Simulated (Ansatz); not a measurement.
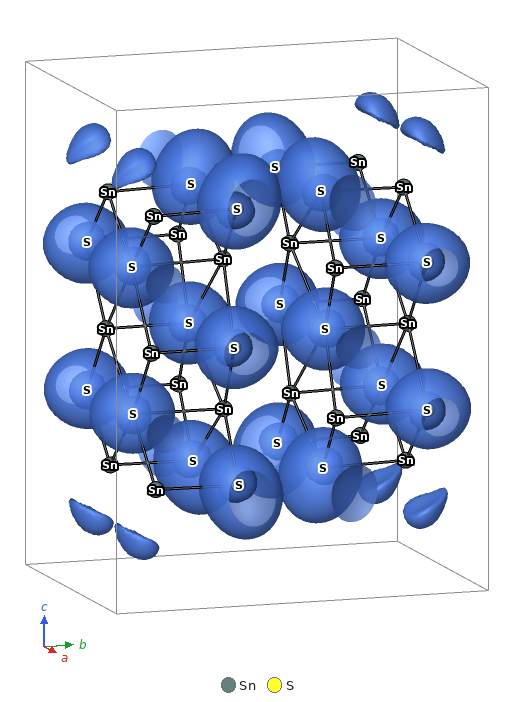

Figure. SnS (slab). Isosurface of the electron localisation function at 0.7 (blue), seen slightly off an axis. Only the valence region is drawn (cores and ρ < 0.01 e/Å³ removed). Sticks mark near contacts.

All numbers below come from Ansatz 0.2.0, DFT LDA, scalar-relativistic, plane waves, PAW.

In a PAW calculation such maps are meaningful between the atoms, not at the nuclei.

Describe the localisation domains.

Answer. At this value the surface marks out four lobes on Sn, pointing away from the bonds (lone pairs) and ten regions wrapped around S (the valence shell of each), counted in one cell of 20 atoms. Counts are for one cell; the picture repeats the cell along the surface.

Values along the shortest contacts:
Sn–S (2.44 Å): the ELF peaks at about 0.85 in the valence shell of S, 0.8 Å from its nucleus, and is about 0.50 at the midpoint. Sn–S (2.67 Å): the ELF peaks at about 0.85 in the valence shell of S, 0.8 Å from its nucleus, and is about 0.45 at the midpoint.
